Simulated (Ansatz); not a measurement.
The coordinates of a crystal:

```xyz
12
Lattice="6.1682 0.0000 0.0000 0.0000 6.1682 0.0000 0.0000 0.0000 5.0494" Properties=species:S:1:pos:R:3 pbc="T T T"
Ta    2.0751    4.0931    3.9746
Ta    5.1592    5.1592    3.5996
Ta    1.0090    5.1592    1.4499
Ta    4.0931    4.0931    1.0749
Si    0.0000    3.0841    2.5247
Si    0.0000    3.0841    0.0000
Ta    5.1592    1.0090    1.4499
Ta    2.0751    2.0751    1.0749
Ta    4.0931    2.0751    3.9746
Ta    1.0090    1.0090    3.5996
Si    3.0841    0.0000    0.0000
Si    3.0841    0.0000    2.5247
```

**Interpret the file: composition, symmetry and coordination.**

Formula: Ta2Si. It belongs to space group I-42m (No. 121) and has a body-centred tetragonal lattice. The cell comprises 4 formula units: 8 Ta, 4 Si. Coordination numbers (contacts within bonding distance): Ta 9 and Si 10. Not all metal-metal contacts are counted.

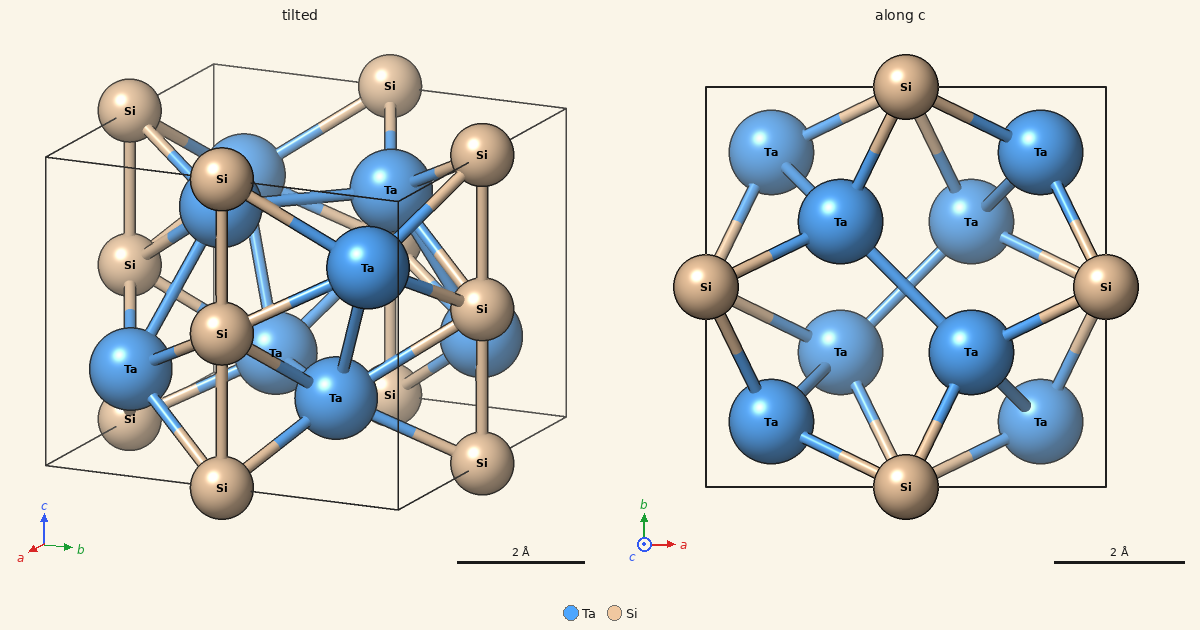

Structure drawing (ball-and-stick), viewed slightly off an axis and along the c axis. One conventional unit cell is outlined, and atoms on its boundary appear in each equivalent place. Colours: tantalum blue, silicon light orange.

Provenance: a structure listed in the Materials Project. The cell was then strained or its atoms displaced on purpose. It was the input of a calculation with Ansatz.

At this level of theory the run's own cell isn't at rest (compressed, at 5 GPa and forces up to 3.1 eV/Å), so its distances can differ from those at equilibrium, the more so the softer the solid.
